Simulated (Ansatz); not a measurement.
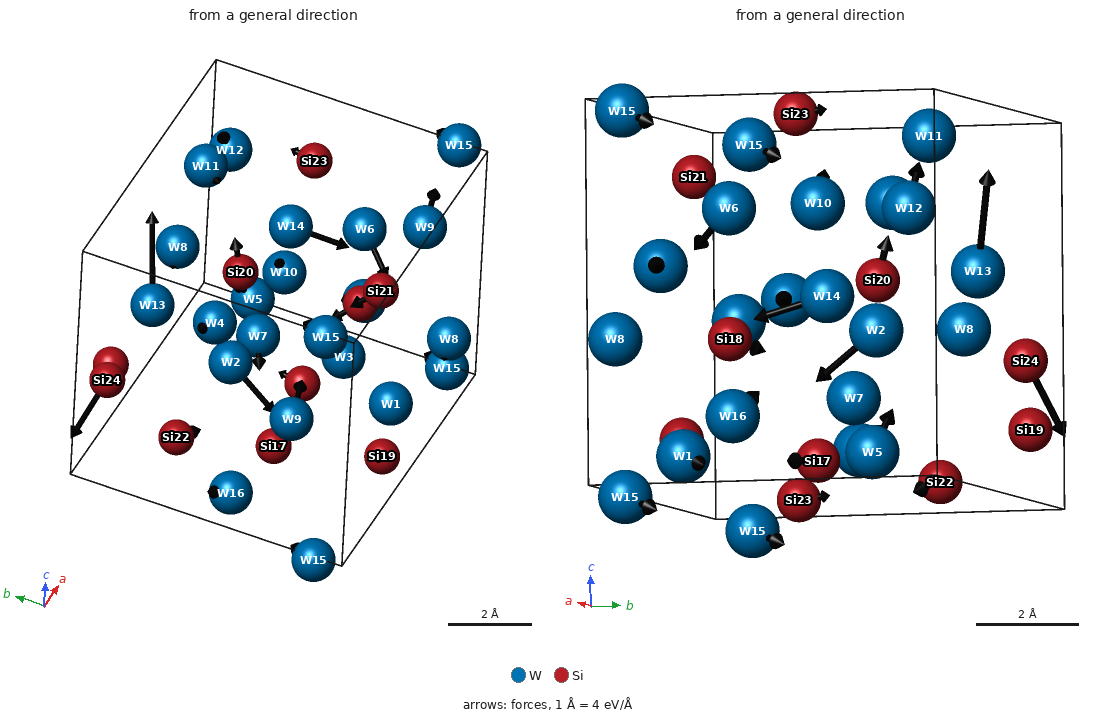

Spheres-only drawing of the structure, looking from two general directions. The parallelepiped is the simulation cell. The arrows are the computed forces on the atoms.

System: SiW2. Calculation details: DFT PBE, scalar-relativistic, plane waves, PAW in Ansatz; plane waves up to 420 eV, Brillouin-zone sampling on a 3×3×3 mesh, Fermi-Dirac smearing of 0.27 eV, no spin polarisation.

Q: Are the forces small enough to call this converged?

A: No. The atoms still feel forces of up to about 7.3 eV/Å, far above a usual threshold of 0.01 to 0.03 eV/Å.

Q: Which atom has the biggest force on it?

A: W13, about 7.3 eV/Å.

Provenance: a structure type filled with these elements by a generator (whether the compound takes this form wasn't checked). Earlier steps of the study, as a rule a relaxation of our own, may have changed the cell and positions, so they can lie some per cent off the listed ones. It went into a calculation with Ansatz.
